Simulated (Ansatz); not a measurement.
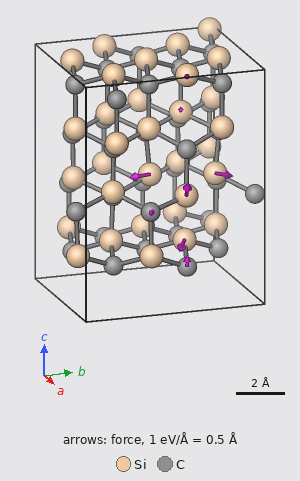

Starting geometry of a defect cell of composition Si32C31 (cell charge +1) with the computed forces as purple arrows. A ball-and-stick model of the cell of the calculation (origin shifted), seen slightly off an axis.

Case: C vacancy (site b), charge +1, atoms relaxed at the host's cell.

All numbers below come from DFT PBE, scalar-relativistic, plane waves, PAW (Ansatz 0.2.0). (plane-wave cutoff 420 eV; k-point mesh 2 × 2 × 2; occupations gaussian; smearing width 0.01 eV; mesh shifted by (0.5, 0.5, 0.5); collinear spin; atoms relaxed in a fixed cell; force threshold 0.025 eV/Å; at most 45 steps)

**Is this structure relaxed? If not, where do the atoms go?**

It isn't relaxed: the largest force vector, on a Si atom, is 2.09 eV/Å. The final displacements follow the starting forces only in part (cosine between the two patterns 0.72). A Si atom moves most: 0.19 Å roughly along −b. By element the largest moves are Si 0.19 Å, C 0.07 Å. The cell doesn't change. Some distances before and after: Si–Si 2.750 → 3.075 Å, Si–Si 2.745 → 3.056 Å, C–Si 2.038 → 1.914 Å, C–Si 1.995 → 1.903 Å. Among the angles between lasting bonds that change: C–Si–C 103.0° → 109.5°, C–Si–C 103.1° → 108.8°, Si–C–Si 102.5° → 108.1°. After 4 accepted moves (5 points after the start) the energy has fallen by 0.595 eV per cell of the calculation. The largest force component goes from 1.8 to 0.014 eV/Å. 1 step only repeated the SCF at the same geometry.

Limits of the set-up: the periodic images lie only 8.2 Å apart, so the values are limited by the cell's size; the cell is charged, on a uniform background, and energies carry no finite-size correction.
